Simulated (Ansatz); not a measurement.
The calculation's input:

```
crystal:
  lattice:
    - [2.5448210469, 0.0, 0.0]
    - [0.0, 2.57052631, 0.0]
    - [0.0, 0.0, 2.57052631]
  atoms:
    - { symbol: Co, position: [0.0, 0.0, 0.0], spin: 2.0 }
    - { symbol: O, position: [0.5, 0.5, 0.5] }
hamiltonian:
  xc: pbe
  pseudopotentials: { kind: paw }
magnetization:
  spin_polarized: true
kpoints:
  mp_grid: { grid: [7, 7, 7] }
scf:
  occupations: { method: fermi_dirac, width: 0.05 }
output:
  forces: true
  stress: true
  eigenvalues: true
  write_density: true
  write_potential: true
  elf: true
  volumetric_format: npy
relax:
  f_tol: 0.01
  max_steps: 40
```

Run with:

```sh
ansatz run input.yaml --threads 2 --pin off --max-ram 5632MiB --backend cpu --events-out ev --progress --plain --runs-dir out
```

Below, planes, directions and counts refer to the conventional cell (a = 2.57 Å, b = 2.57 Å, c = 2.54 Å, α = 90.00°, β = 90.00°, γ = 90.00°).

Space group P4/mmm; a generated structure, not necessarily the stable one; built by placing these elements on a known structure type; computed pressure about 14 GPa in this cell; spin-polarised.

Level of theory: Kohn-Sham DFT of a periodic cell, PBE, Ansatz PAW (Ansatz 0.2.0).

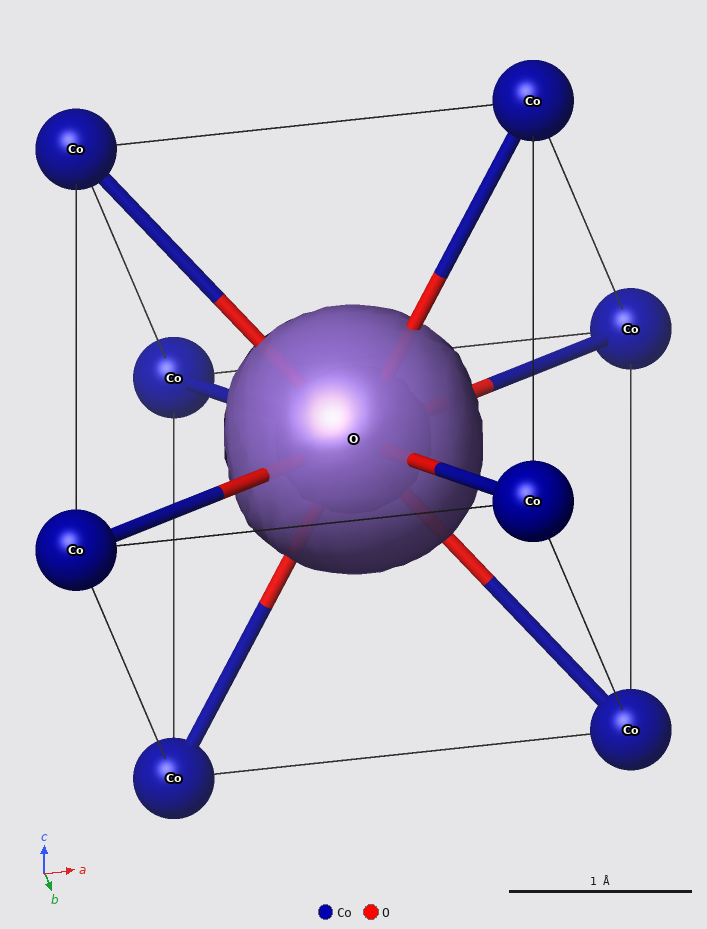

CoO. Isosurface of the ELF at 0.75 (purple), seen at an oblique angle. Only the valence region is drawn (cores and ρ < 0.01 e/Å³ removed). Sticks mark near contacts.

Core electrons are frozen (PAW), and the valence fields are smoothed inside the atomic spheres.

Question: Describe the localisation domains.

Answer: The surface consists of one region wrapped around O (its valence shell), counted in one cell of 2 atoms. Regions shared between cells count once. Profiles from the grid: Co–O (2.22 Å): the ELF peaks at about 0.80 in the valence shell of O, 0.6 Å from its nucleus, and is about 0.15 at the midpoint; no localised pair shows between them.
